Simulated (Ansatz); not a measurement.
SiC (space group P6_3mc, No. 186). Coordinates: the geometry relaxed with Ansatz, DFT PBE, scalar-relativistic, plane waves, PAW; the starting structure was generated, so it need not be a known form of this composition.

```cif
data_structure
_symmetry_space_group_name_H-M 'P 1'
_symmetry_Int_Tables_number 1
_cell_length_a 3.0919
_cell_length_b 3.0919
_cell_length_c 5.0743
_cell_angle_alpha 90.000
_cell_angle_beta 90.000
_cell_angle_gamma 120.000
_cell_volume 42.01
loop_
_atom_site_label
_atom_site_type_symbol
_atom_site_fract_x
_atom_site_fract_y
_atom_site_fract_z
_atom_site_occupancy
Si1 Si 0.33333 0.66667 0.99958 1
C1 C 0.33333 0.66667 0.37542 1
Si2 Si 0.66667 0.33333 0.49958 1
C2 C 0.66667 0.33333 0.87542 1
```

Bonds are taken as C–Si below 2.1 Å; no other contact counts. Simplification: prune 0- and 1-connected atoms, fold 2-connected ones into links.

Derive the underlying net.

The result is a uninodal 4-connected, three-periodic net: Si and C are 4-connected nodes. It is the lon net, known from lonsdaleite, wurtzite and tridymite. It is a single net, without interpenetration.

| node | links | point symbol | coordination sequence |
| --- | --- | --- | --- |
| Si and C | 4 | 6^6 | 4 12 25 44 |

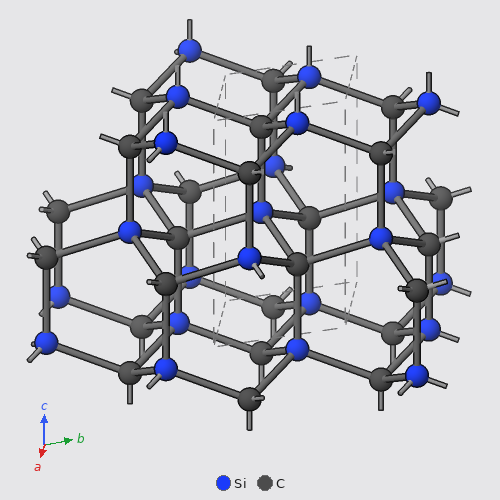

Nodes are coloured by element. Short stubs are edges that leave the cut-out.
